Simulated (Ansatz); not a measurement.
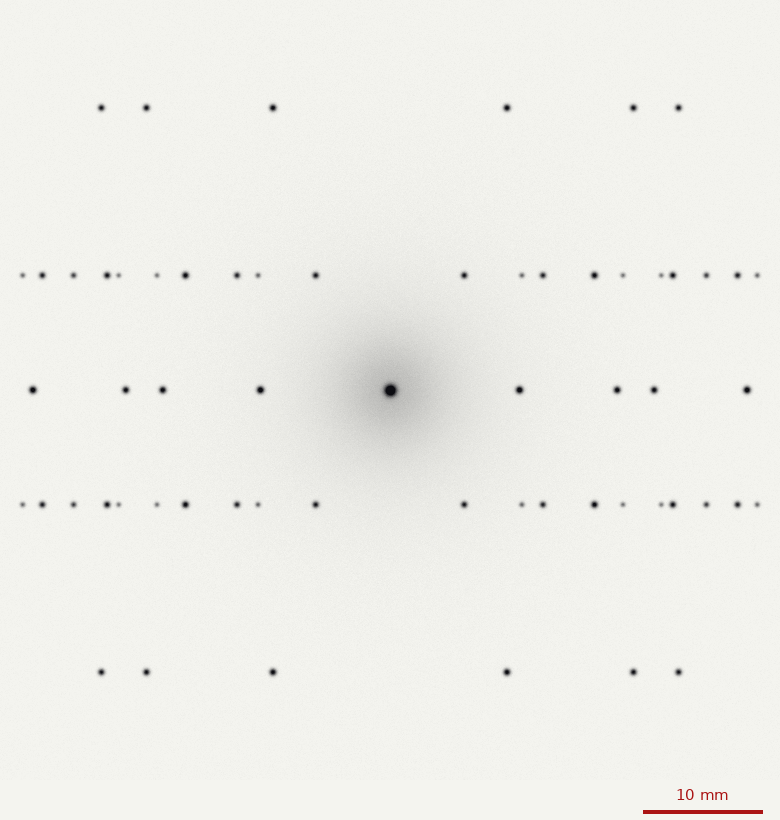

Simulated X-ray rotation photograph: Cu Kα radiation (λ = 1.5418 Å), cylindrical film of radius 28.65 mm unrolled, rotation axis vertical and normal to the beam, kinematic intensities without Lorentz or polarisation factors, the film spanning ±63° about the beam; spots down to d = 1.46 Å.

Measure the layer lines and find the identity period along the axis.

Answer. The first layer line lies 9.7 mm from the equator, so tan ν = 0.338, sin ν = 0.320 and the period is λ/sin ν = 4.82 Å. Further lines follow at 23.8 mm.

The crystal is Rb, space group P6/mmm (No. 191), a = 8.120 Å, c = 4.820 Å (hexagonal axes). Structure: coordinates from a relaxation with DFT PBE, scalar-relativistic, plane waves, PAW in Ansatz; the starting structure was generated, so it need not be a known form of this composition.

About which axis was it rotated?

Answer. About [001], whose length in the conventional cell is 4.820 Å.
